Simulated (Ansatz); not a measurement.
```
Cu O
1.0
     2.08747   -2.08223    0.04426
     2.08747    2.08223    0.04426
    -0.11399    0.00000    5.14997
Cu O
2 2
Direct
  0.50000 0.00000 0.50000
  0.00000 0.50000 0.00000
  0.50025 0.49975 0.25000
  0.49975 0.50025 0.75000
```

Space group Cccm; a structure from a database of computed crystals, not necessarily the ambient phase; computed without spin polarisation.

Method: DFT PBE, scalar-relativistic, plane waves, PAW in Ansatz 0.2.0.

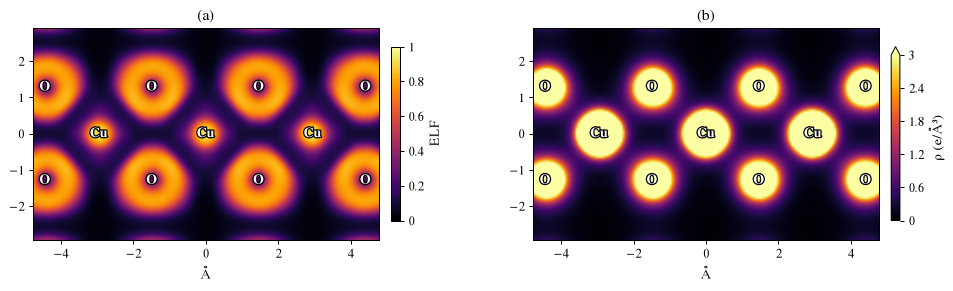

CuO. (a) electron localisation function; (b) valence electron density on the (100) plane of the standardised cell.

The density is the valence pseudo-density of a PAW calculation; it isn't the true density close to the nuclei.

**What does the map show?**

The section cuts through Cu and O sites. Cu–O (1.96 Å): the density is about 0.64 e/Å³ at the midpoint; the ELF peaks at about 0.85 in the valence shell of O, 0.6 Å from its nucleus, and is about 0.20 at the midpoint (no localised pair shows between them). Between the atoms the lowest density in this plane is 0.03 e/Å³. The features right at Cu lie inside the PAW spheres, where the map follows smoothed inner orbitals and isn't to be read closely.

**Does the calculation make it a metal, or give it a gap?**

It is metallic or semimetallic at this level of theory: no gap opens; semilocal functionals without U, or without the true magnetic order, often close the gap of such compounds.
